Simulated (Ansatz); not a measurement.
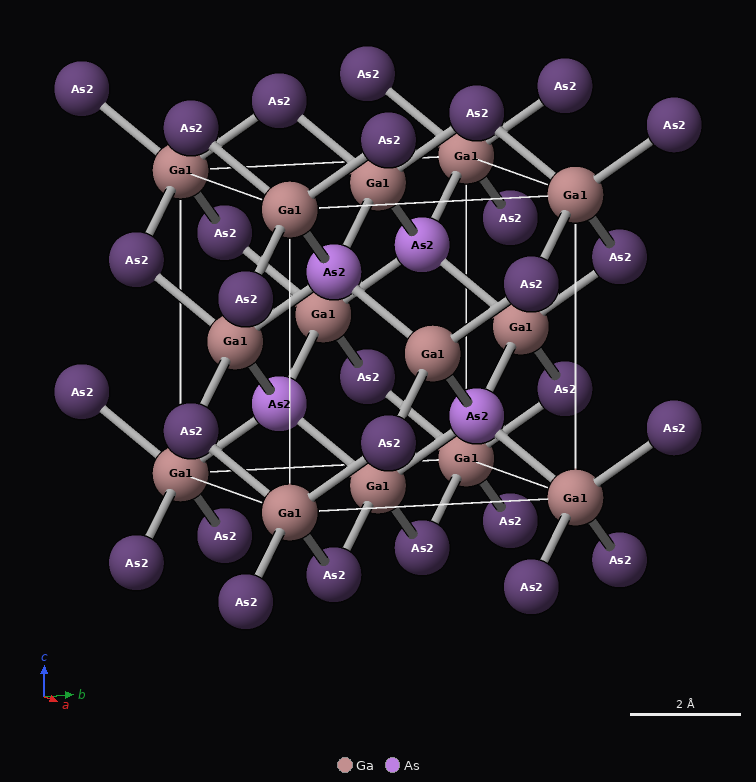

Figure 1. The input geometry of run A (ball-and-stick view of the cell 4 times as large as that of the calculation, set on its symmetry axes, seen slightly off an axis; neighbours outside the cell are drawn fainter; atoms are numbered from 1 in the order of the input). Near neighbours in the crystal (not all of them lie inside the picture): Ga has 4 As at 2.43 Å; As has 4 Ga at 2.43 Å.

## Two runs on GaAs

System: GaAs (2 atoms in the cell).
Method of run A: DFT, LDA, dispersion d3bj, plane waves, PAW, no spin polarisation (Ansatz 0.2.0).

The structure derives from a Materials Project entry. Text and figures count atoms from 1; the logs count them from 0 in places.

### The input, run A
```yaml
crystal:
  lattice:
    - [0.0, 2.801690796, 2.801690796]
    - [2.801690796, 0.0, 2.801690796]
    - [2.801690796, 2.801690796, 0.0]
  atoms:
    - { symbol: Ga, position: [0.0, 0.0, 0.0] }
    - { symbol: As, position: [0.75, 0.75, 0.75] }
basis:
  ecutwfc: "36.7 Ry"
kpoints:
  mp_grid: { grid: [12, 12, 12] }
hamiltonian:
  xc: lda
  dispersion: d3bj
scf:
  occupations: { method: gaussian, width: 0.02 }
output:
  forces: true
  eigenvalues: true
  stress: true
```

Command:
```bash
ansatz run input.yaml --threads 4 --pin off --max-ram 8192MiB --backend cpu --events-out ev --progress --plain --runs-dir out
```

Hardware: 4 threads of Intel Xeon @ 2.70GHz, 189 GiB of memory available, shared host.

### Output, shortened to warnings, some set-up lines, iterations and results (run A)
```
Warning: the engine holds no damping parameters fitted to this dispersion correction and functional, so the run takes those fitted to pbe (hamiltonian.dispersion, under Limitations)
Basis set: ecut = 499.3289376138798 eV, 1139 PW (Γ)
Symmetry: 24 space group operations
k-points: 72 of 1728 (time reversal used)
Initial density: superposition of atomic densities (neutral atoms: chi_scale 0, normalization atom), corrected by the library's trained network
[...]
SCF iter   1: F=—  HF=-8481.970810 eV  |F-HF|=—  |Δ(HF+E_count)|=         —  Δρ=5.15e-3  dr2=7.64e-3  ethr=1.77e-3  ⟨swp⟩=6.0  Hψ=6128  notcnv=0
SCF iter   2: F=—  HF=-8481.967910 eV  |F-HF|=—  |Δ(HF+E_count)|=   2.90e-3  Δρ=2.47e-3  dr2=1.02e-3  ethr=2.73e-5  ⟨swp⟩=3.0  Hψ=3171  notcnv=0
SCF iter   3: F=—  HF=-8481.967826 eV  |F-HF|=—  |Δ(HF+E_count)|=   8.35e-5  Δρ=7.03e-4  dr2=1.68e-4  ethr=3.65e-6  ⟨swp⟩=2.0  Hψ=2225  notcnv=0
SCF iter   4: F=—  HF=-8481.967771 eV  |F-HF|=—  |Δ(HF+E_count)|=   5.47e-5  Δρ=2.64e-4  dr2=1.44e-5  ethr=6.00e-7  ⟨swp⟩=2.0  Hψ=1956  notcnv=0
SCF iter   5: F=—  HF=-8481.967765 eV  |F-HF|=—  |Δ(HF+E_count)|=   5.87e-6  Δρ=1.73e-5  dr2=1.04e-7  ethr=5.15e-8  ⟨swp⟩=2.0  Hψ=1852  notcnv=0
SCF iter   6: F=-8481.967765 eV  HF=-8481.967765 eV  |F-HF|=1.44e-8  |Δ(HF+E_count)|=   2.42e-8  Δρ=6.21e-6  dr2=9.44e-9  ethr=3.57e-10  ⟨swp⟩=5.0  Hψ=5748  notcnv=0
SCF 1 converged in 6 iterations: F = -8481.967765 eV  dr2 = 9.44e-9
SCF converged after 6 iterations
Free energy (F): -8481.967765 eV
Harris-Foulkes:  -8481.967765 eV  (|F-HF|=1.44e-8)
Internal energy: -8481.967765 eV  (E = F + TS)
E sigma→0 (E₀):  -8481.967765 eV
Fermi energy:    8.481170 eV
--- Per-component energies (eV) ---
  E_band       = -315.096311
  E_kinetic    = 220.875345
  E_local      = -3887.907506  (includes V_loc(G=0)·N_el)
  E_nonlocal   = -238.319677
  E_hartree    = 1958.384769
  E_xc         = -148.313663
  E_vxc        = -138.895396  (∫ρ·V_xc dr)
  E_paw        = -3666.859512  (= ΣΔE_a)
  E_vpaw       = -187.625214  (= ΣTr[D̂ρ^β])
  E_aug_tail   = -0.000045  (compensation charges beyond the density's cutoff)
  E_ewald      = -2722.962382
  E_disp       = -0.668806  (pairwise vdW)
  E_core_change = 3.803710  (= ΣΔE_core)
  E_smearing   = -0.000000  (= −TS)
  E_closure    = -0.000000  (closes the sum)
  Σ components = -8481.967765   (vs F -8481.967765, Δ=0.00e0)
--- Forces (eV/Å), atoms counted from 1 ---
  atom   1  Ga    -0.00000000     0.00000000     0.00000000
  atom   2  As     0.00000000    -0.00000000    -0.00000000
  max |Σ_I F_I| component: 2.78e-16 eV/Å
--- Stress (GPa, compression-positive) ---
       -2.607768      -0.000000       0.000000
       -0.000000      -2.607768       0.000000
       -0.000000       0.000000      -2.607768
  P = ⅓ Tr σ = -2.6078 GPa (-26.078 kbar)
```

For run B the input was changed thus:
```diff
-  ecutwfc: "36.7 Ry"
+  ecutwfc: 420
+  xc_grid: 2
+  band_path: { path: [VBM, CBM], npoints: 2 }
-  dispersion: d3bj
```

What does this change do to the results?

The total energies belong to different models, so their difference says nothing on which is more stable or more accurate. The pressure goes from −2.61 to −0.01 GPa. The number of SCF iterations is the same. The plane waves at Γ go from 1139 to 869. On the same kind of shared host run B took about 1.4 times as long.

### Output, shortened to warnings, some set-up lines, iterations and results (run B)
```
Basis set: ecut = 420 eV, 869 PW (Γ), exchange–correlation on 54×54×54 points (8 copies of the dense FFT grid, shifted against one another)
Symmetry: 24 space group operations
k-points: 72 of 1728 (time reversal used)
Initial density: superposition of atomic densities (neutral atoms: chi_scale 0, normalization atom), corrected by the library's trained network
[...]
SCF iter   1: F=—  HF=-8481.300562 eV  |F-HF|=—  |Δ(HF+E_count)|=         —  Δρ=5.23e-3  dr2=7.73e-3  ethr=1.77e-3  ⟨swp⟩=6.0  Hψ=6131  notcnv=0
SCF iter   2: F=—  HF=-8481.297706 eV  |F-HF|=—  |Δ(HF+E_count)|=   2.86e-3  Δρ=2.55e-3  dr2=1.06e-3  ethr=2.76e-5  ⟨swp⟩=2.5  Hψ=2751  notcnv=0
SCF iter   3: F=—  HF=-8481.297640 eV  |F-HF|=—  |Δ(HF+E_count)|=   6.59e-5  Δρ=6.99e-4  dr2=1.81e-4  ethr=3.78e-6  ⟨swp⟩=2.0  Hψ=2222  notcnv=0
SCF iter   4: F=—  HF=-8481.297567 eV  |F-HF|=—  |Δ(HF+E_count)|=   7.27e-5  Δρ=2.64e-4  dr2=1.35e-5  ethr=6.47e-7  ⟨swp⟩=2.0  Hψ=1956  notcnv=0
SCF iter   5: F=—  HF=-8481.297564 eV  |F-HF|=—  |Δ(HF+E_count)|=   3.80e-6  Δρ=1.51e-5  dr2=1.00e-7  ethr=4.84e-8  ⟨swp⟩=2.1  Hψ=1738  notcnv=0
SCF iter   6: F=-8481.297564 eV  HF=-8481.297564 eV  |F-HF|=4.32e-9  |Δ(HF+E_count)|=  1.27e-10  Δρ=4.55e-6  dr2=4.66e-9  ethr=3.57e-10  ⟨swp⟩=4.9  Hψ=5560  notcnv=0
SCF 1 converged in 6 iterations: F = -8481.297564 eV  dr2 = 4.66e-9
NSCF: frozen V_eff on 16 k-points
NSCF: frozen V_eff on 16 k-points
NSCF: frozen V_eff on 16 k-points
NSCF: frozen V_eff on 9 k-points
NSCF: frozen V_eff on 5 k-points
NSCF: frozen V_eff on 2 k-points
NSCF: frozen V_eff on 2 k-points
NSCF: frozen V_eff on 2 k-points
NSCF: frozen V_eff on 2 k-points
NSCF: frozen V_eff on 2 k-points
NSCF: frozen V_eff on 2 k-points
NSCF: frozen V_eff on 3 k-points
SCF converged after 6 iterations
Free energy (F): -8481.297564 eV
Harris-Foulkes:  -8481.297564 eV  (|F-HF|=4.32e-9)
Internal energy: -8481.297564 eV  (E = F + TS)
E sigma→0 (E₀):  -8481.297564 eV
Fermi energy:    8.481527 eV
--- Per-component energies (eV) ---
  E_band       = -315.033857
  E_kinetic    = 220.937808
  E_local      = -3887.741464  (includes V_loc(G=0)·N_el)
  E_nonlocal   = -238.591659
  E_hartree    = 1958.216212
  E_xc         = -148.328622
  E_vxc        = -138.914653  (∫ρ·V_xc dr)
  E_paw        = -3666.631059  (= ΣΔE_a)
  E_vpaw       = -187.159840  (= ΣTr[D̂ρ^β])
  E_aug_tail   = -0.000107  (compensation charges beyond the density's cutoff)
  E_ewald      = -2722.962382
  E_core_change = 3.803710  (= ΣΔE_core)
  E_smearing   = -0.000000  (= −TS)
  E_closure    = -0.000000  (closes the sum)
  Σ components = -8481.297564   (vs F -8481.297564, Δ=0.00e0)
--- Forces (eV/Å), atoms counted from 1 ---
  atom   1  Ga    -0.00000000    -0.00000000     0.00000000
  atom   2  As     0.00000000     0.00000000     0.00000000
  max |Σ_I F_I| component: 2.04e-16 eV/Å
--- Stress (GPa, compression-positive) ---
       -0.005719      -0.000000      -0.000000
        0.000000      -0.005719       0.000000
        0.000000       0.000000      -0.005719
  P = ⅓ Tr σ = -0.0057 GPa (-0.057 kbar)
```

### The two runs side by side

| quantity | run A | run B |
| --- | --- | --- |
| outcome | converged | converged |
| free energy per atom (eV) | −4240.9839 | −4240.6488 |
| gap on the mesh (eV) | 0.49 | 0.49 |
| pressure (GPa) | −2.61 | −0.01 |
| largest force (eV/Å) | 0.000 | 0.000 |
| SCF iterations | 6 | 6 |
| irreducible k-points | 72 | 72 |
| plane waves at Γ | 1139 | 869 |
| wall time (shared host) | 3.1 s | 4.4 s |

For run A: Warnings: the dispersion correction has no parameters fitted for this combination and takes those fitted for PBE.
